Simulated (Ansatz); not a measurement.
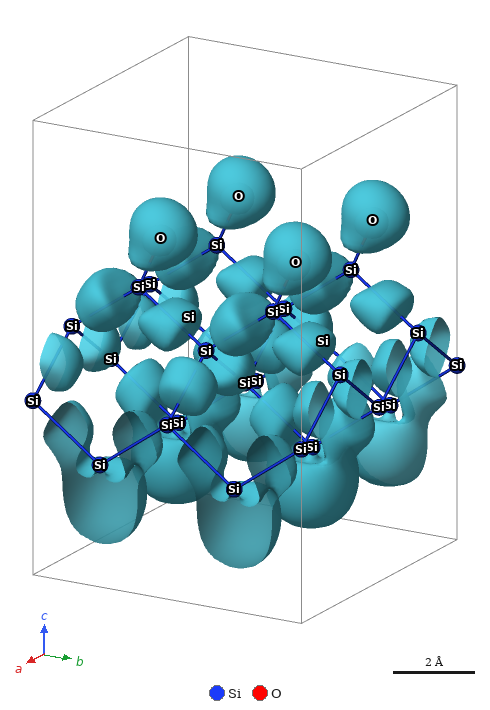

Figure 1: Si4O (slab). Isosurface of the electron localisation function at 0.75 (cyan), seen at an oblique angle. Only the valence region is drawn (cores and ρ < 0.01 e/Å³ removed). Sticks mark near contacts.

Not relaxed (largest force 0.6 eV/Å); PAW files of the earlier set (soft_1); spin-polarised.

The calculation used DFT PBE, scalar-relativistic, plane waves, PAW in Ansatz 0.2.0.

```
Si O
1.0
     3.86754    0.00000    0.00000
     0.00000    3.86754    0.00000
     0.00000    0.00000   19.61151
Si O
4 1
Direct
  0.00000 0.50000 0.20396
  0.00000 0.00000 0.27369
  0.50000 0.00000 0.34523
  0.50000 0.50000 0.41361
  0.50000 0.66667 0.48545
```

Describe the localisation domains.

Answer. The ELF exceeds this value in four regions between bonded Si–Si atoms, one region on O in which the atom's valence shell and bonds are merged and one region on Si in which the atom's valence shell and bonds are merged, counted in one cell of 5 atoms. Counts are for one cell; the picture repeats the cell along the surface. Profiles from the grid: Si–O (1.55 Å): the ELF peaks at about 0.80 between the atoms. Si–Si (2.35 Å): the ELF peaks at about 0.95 between the atoms.
